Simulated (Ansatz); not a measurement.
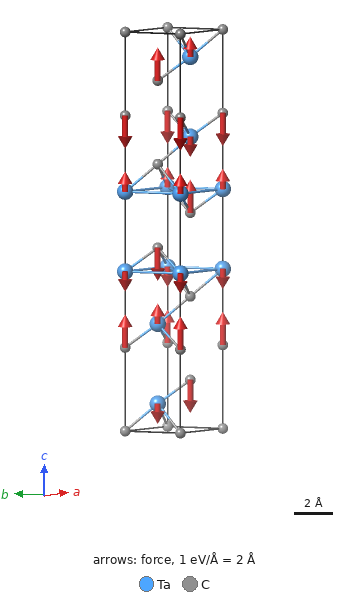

Starting geometry of a crystal of Ta₂C₃ (built on the tetradymite_166 type) (coarse preliminary run) with the computed forces as red arrows. A ball-and-stick model of the conventional cell (3 times the calculation's cell), seen from a free direction. Lengths and directions refer to the drawn axes.

Case: tetradymite type (R-3m, No. 166).

Level of theory: DFT PBE, scalar-relativistic, plane waves, PAW in Ansatz 0.2.0. (plane-wave cutoff 420 eV; k-point mesh 6 × 6 × 6; occupations gaussian; smearing width 0.1 eV; no spin polarisation; cell and atoms relaxed; force threshold 0.04 eV/Å; at most 70 steps)

Is this structure relaxed? If not, where do the atoms go?

It isn't relaxed: the largest force vector, on C atoms, is 0.88 eV/Å. The atoms end up moving mostly along the starting forces (cosine between the two patterns 0.99). The largest moves relative to the cell, 0.59 Å, are those of C atoms. Largest moves by element: C 0.59 Å, Ta 0.24 Å. The volume changes by +23.9 %, with a = b 3.048 → 3.208 Å (+5.2 %), c 21.197 → 23.707 Å (+11.8 %). Some distances before and after: Ta–Ta 3.048 → 3.208 Å, Ta–Ta 3.329 → 3.259 Å, C–Ta 2.137 → 2.106 Å, C–Ta 2.257 → 2.287 Å. Bond angles that change, for instance: Ta–C–Ta 91.0° → 99.2°, Ta–C–Ta 95.0° → 90.9°, Ta–C–Ta 85.0° → 89.1°. The space group stays R-3m (No. 166). After 8 accepted moves (10 points after the start) the energy has fallen by 0.737 eV per cell of the calculation. The largest force component goes from 0.88 to 0.031 eV/Å. Pressure: 8.20 GPa at the start and 0.21 GPa at the end. The SCF was repeated twice at an unchanged geometry on a basis and grid sized afresh for the cell, which shifted the energy by 42.4 meV per cell of the calculation at most.
